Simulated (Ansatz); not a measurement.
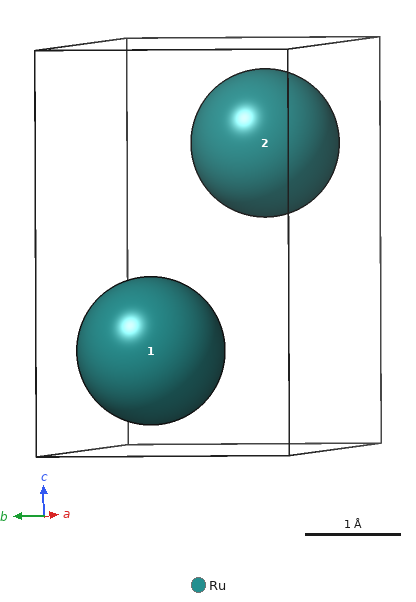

Figure 1. The input geometry (spheres-only view of the cell of the calculation, seen at an oblique angle; atoms are numbered from 1 in the order of the input).

# Field-gradient calculation, with input and output: Ru

Ru (2 atoms in the cell), computed with DFT, PBE, PAW with Ansatz's default frozen-core files, scalar-relativistic, no spin polarisation (Ansatz 0.2.0).

The structure derives from an entry of the Crystallography Open Database. It belongs to a series of runs on one base structure; here: equal xy, yz and zx shear strains of +1 %, PAW files. Figures and captions count atoms from 1; the log counts them from 0 in places.

### What the program printed
```
Ru: output.efg is read without spin–orbit coupling, which moves field gradients at and beside such atoms by some per cent and up to a factor of two; PAW files take it under magnetization.noncollinear and magnetization.spin_orbit
Engine: ansatz 0.2.0, x86_64-unknown-linux-gnu
Pseudopotentials: kind: paw
Pseudopotential: Ru, paw, valence charge 16, recommended cutoff 420 eV (normal), Ru.paw.azcp
Functional definition: PBE
  parameter kappa = 0.804
  parameter beta = 0.06672455060314922
  exchange = pbe_x(kappa = kappa, mu = beta*pi^2/3)
  correlation = pbe_c(beta = beta)
Crystal: 2 atoms, lattice volume = 27.147 Å³
Basis set: ecut = 420 eV, 537 PW (Γ), exchange–correlation on 40×40×60 points (8 copies of the dense FFT grid, shifted against one another)
Bands: 20, of which v1, the nominal top of the filled ones, is band 16 counted from 1 (15 counted from 0)
Symmetry: 2 space group operations
Space group: P-1 (ITA 2), of the structure as read, at distance tolerance 3.0e-5 Å
k-points: 788 of 1568
Non-local potential: Ru, projectors of the file, l = 0: 3, l = 1: 2, l = 2: 2, l = 3: 1
PAW form: soft (Blöchl's): semilocal exchange-correlation on the pseudo side does not see the compensation charge
PAW one-centre angular grid: Ru, 590 points (default); XC on 64 Gauss nodes
Initial density: superposition of atomic densities (neutral atoms: chi_scale 0, normalization atom), corrected by the library's trained network
Initial wavefunctions: pseudopotential atomic-orbital guess
Functional: x = pbe(κ = 0.804, μ = 0.2195149727645171), c = pbe(β = 0.06672455060314922)
SCF iter   1: F=—  HF=-11757.360150 eV  |F-HF|=—  |Δ(HF+E_count)|=         —  Δρ=6.50e-3  dr2=2.35e-3  ethr=1.77e-3  ⟨swp⟩=5.2  Hψ=62338  notcnv=0
preconditioner: auto → none  [metal: Δε(μ)=0.007 eV  Ē_g=5.836 eV  σ=0.030 eV  W_gap=0.06  n_scr=8 (ndim 8)  ℏωp=28.5 eV  f_vac=0.000  D(μ)=2.30/eV (n_scr^D=22)  sad-step TF]
SCF iter   2: F=—  HF=-11757.362677 eV  |F-HF|=—  |Δ(HF+E_count)|=   2.53e-3  Δρ=3.84e-3  dr2=8.49e-4  ethr=7.33e-6  ⟨swp⟩=2.0  Hψ=34722  notcnv=0  defer=2
SCF iter   3: F=—  HF=-11757.363759 eV  |F-HF|=—  |Δ(HF+E_count)|=   1.08e-3  Δρ=2.60e-4  dr2=3.47e-6  ethr=2.65e-6  ⟨swp⟩=2.0  Hψ=21518  notcnv=0  defer=2
SCF iter   4: F=—  HF=-11757.363726 eV  |F-HF|=—  |Δ(HF+E_count)|=   3.33e-5  Δρ=1.06e-4  dr2=6.28e-7  ethr=1.09e-8  ⟨swp⟩=2.0  Hψ=28383  notcnv=0  defer=2
iter 5 did not close the SCF: its close was put off for the readings that it lacked (scf_convergence_deferred on its scf_iter line)
SCF iter   5: F=-11757.363727 eV  HF=-11757.363727 eV  |F-HF|=7.82e-8  |Δ(HF+E_count)|=   8.32e-7  Δρ=2.44e-5  dr2=9.97e-8  ethr=1.96e-9  ⟨swp⟩=2.0  Hψ=28320  notcnv=0  defer=2
SCF iter   6: F=-11757.363727 eV  HF=-11757.363727 eV  |F-HF|=9.59e-10  |Δ(HF+E_count)|=   2.44e-8  Δρ=3.27e-6  dr2=2.01e-9  ethr=3.12e-10  ⟨swp⟩=2.3  Hψ=59454  notcnv=0
SCF 1 converged in 6 iterations: F = -11757.363727 eV  dr2 = 2.01e-9
  greatest PAW one-centre occupation: 0.998 electrons in one spin orbital (limit 2), on the Ru atom at site 1 (counted from 0), in its partial waves of l = 0
```

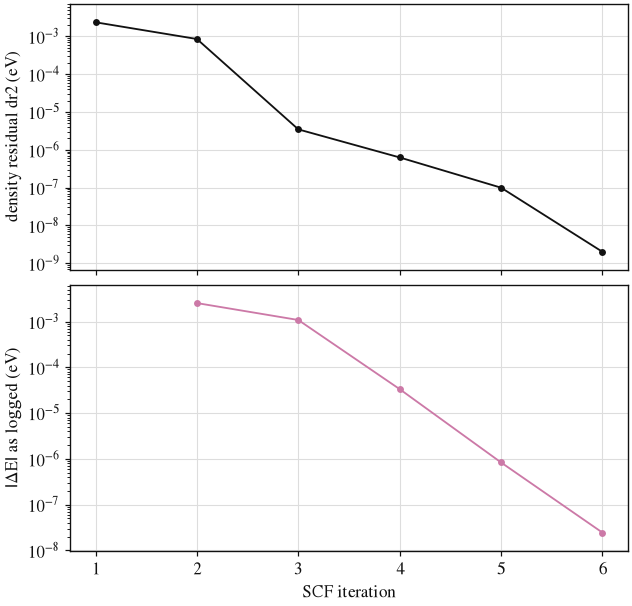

Figure 2. Convergence of the self-consistent field: density residual dr2 and size of the energy change against the SCF iteration. The residual falls at every step.

```
SCF converged after 6 iterations
Free energy (F): -11757.363727 eV
Harris-Foulkes:  -11757.363727 eV  (|F-HF|=9.59e-10)
Internal energy: -11757.357061 eV  (E = F + TS)
E sigma→0 (E₀):  -11757.360394 eV
Entropy (-TS):   -0.006666 eV (-3.333 meV/atom)
Fermi energy:    23.515920 eV
--- Per-component energies (eV) ---
  E_band       = -105.901542
  E_kinetic    = 1028.876486
  E_local      = -2515.076547  (includes V_loc(G=0)·N_el)
  E_nonlocal   = 685.899315
  E_hartree    = 808.260315
  E_xc         = -381.453881
  E_vxc        = -478.945124  (∫ρ·V_xc dr)
  E_paw        = -6921.370397  (= ΣΔE_a)
  E_vpaw       = -443.173515  (= ΣTr[D̂ρ^β])
  E_aug_tail   = -0.000392  (compensation charges beyond the density's cutoff)
  E_ewald      = -4462.491961
  E_smearing   = -0.006666  (= −TS)
  E_closure    = 0.000000  (closes the sum)
  Σ components = -11757.363727   (vs F -11757.363727, Δ=0.00e0)
--- Forces (eV/Å), atoms counted from 1 ---
  atom   1  Ru    -0.04135487    -0.00142373     0.00465308
  atom   2  Ru     0.04135487     0.00142373    -0.00465308
  max |Σ_I F_I| component: 0.00e0 eV/Å
--- Stress (GPa, compression-positive) ---
        5.201242      -1.978679      -1.949095
       -1.978679       5.183504      -1.951434
       -1.949095      -1.951434       3.571722
  P = ⅓ Tr σ = 4.6522 GPa (46.522 kbar)
--- PAW observables at the nuclei: V_zz in 10²¹ V/m², potentials from the cell's mean, atoms counted from 1 ---
  atom   1  Ru V_zz =    -0.978618   η = 0.2477   by run symmetry: allowed
            electrostatic potential = -6805.495447 V   contact ρ = 719498.586831 e/Å³
  atom   2  Ru V_zz =    -0.978618   η = 0.2477   by run symmetry: allowed
            electrostatic potential = -6805.495447 V   contact ρ = 719498.586831 e/Å³
--- Band table (eV; the first three rows and the last of 788) ---
  k-point 0: bands = ["-49.6070", "-49.4013", "-20.1003", "-19.1628", "-19.1531", "-18.9951", "-18.9822", "-18.9490", "15.5437", "17.3249", "20.8412", "21.0256", "21.0976", "21.5314", "21.6967", "22.1235", "22.1586", "24.6879", "24.7340", "24.8202"]
  k-point 1: bands = ["-49.5993", "-49.4093", "-20.0585", "-19.1565", "-19.1467", "-19.0075", "-18.9890", "-18.9888", "15.7185", "17.3826", "20.7393", "20.9198", "21.0219", "21.4308", "21.5949", "22.3509", "22.3997", "24.2459", "24.6977", "24.7434"]
  k-point 2: bands = ["-49.5773", "-49.4319", "-19.9387", "-19.1389", "-19.1301", "-19.1251", "-19.0173", "-19.0073", "16.2099", "17.5253", "20.5936", "20.7769", "20.8260", "21.1844", "21.3460", "22.8701", "22.9279", "22.9759", "24.6585", "24.7055"]
  k-point 787: bands = ["-49.3970", "-49.3942", "-19.9989", "-19.9965", "-19.2621", "-19.2611", "-19.2459", "-19.2343", "17.4706", "17.4708", "18.9988", "19.0131", "22.4194", "22.4332", "23.9869", "24.0029", "25.2242", "25.2385", "26.9595", "26.9894"]
```

The run was set up as follows.

### The input
```yaml
crystal:
  lattice:
    - [2.7057993342, 0.0135289967, 0.0135289967]
    - [-1.3411832123, 2.3365264627, 0.0049519565]
    - [0.0214095, 0.0214095, 4.2819]
  atoms:
    - { symbol: Ru, position: [0.3333333333, 0.6666666667, 0.25] }
    - { symbol: Ru, position: [0.6666666667, 0.3333333333, 0.75] }
kpoints:
  mp_grid: { grid: [14, 14, 8] }
scf:
  occupations: { method: fermi_dirac, width: 0.03 }
hamiltonian:
  xc: pbe
  pseudopotentials: { kind: paw }
output:
  forces: true
  stress: true
  eigenvalues: true
  efg: { contact_densities: true }
```

Command:
```bash
ansatz run input.yaml --threads 1 --pin off --max-ram 3072MiB --backend cpu --events-out ev --progress --plain --runs-dir out
```

### Key numbers

- outcome: converged
- space group (tolerance 0.01 Å): P-1 (2)
- electrons treated: 32
- free energy: −11757.3637 eV
- Fermi energy: 23.516 eV
- pressure: 4.65 GPa
- field gradient V_zz (10²¹ V/m²): Ru −0.98, Ru −0.98
- largest force (length of the vector): 0.042 eV/Å
- hardware: 1 thread of Intel Xeon (Sapphire Rapids), 64 GiB of memory available, shared host
- wall time: 14 s
- peak memory: 0.65 GiB

### Notes

Warnings of the run: the field gradients leave out spin–orbit coupling.
